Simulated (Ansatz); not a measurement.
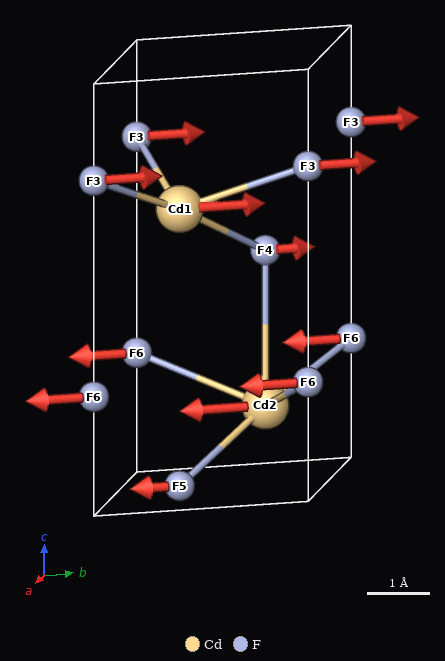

The lowest optical mode of crystalline CdF₂ (a generated structure), space group P6₃mc (No. 186), at the zone centre. Displacements are drawn as red arrows; their common scale and sign are arbitrary. Style: ball-and-stick. Shown: the cell of the calculation, slightly off an axis.

Method: Ansatz, DFT PBE+D3(BJ), scalar-relativistic, plane waves, PAW. Settings: plane-wave cutoff 420 eV; k-point mesh 6 × 6 × 4; occupations fixed; no spin polarisation.

Frequencies are those without the non-analytic (LO–TO) term.

> Is the structure stable against all modes at this point?

Yes: this softest mode has a real frequency, and so have all others here. That speaks for this wave vector alone: the rest of the zone wasn't checked in this run. This is the E₂ mode (doubly degenerate; one member of the set is drawn) at 1.98 THz, the lowest optical level, Raman-active by symmetry. All motion is along b; atoms of one kind move against one another, with no net shift of any sublattice; it mainly bends the Cd–F bonds; the kinetic energy is shared as Cd 85 %, F 15 %.
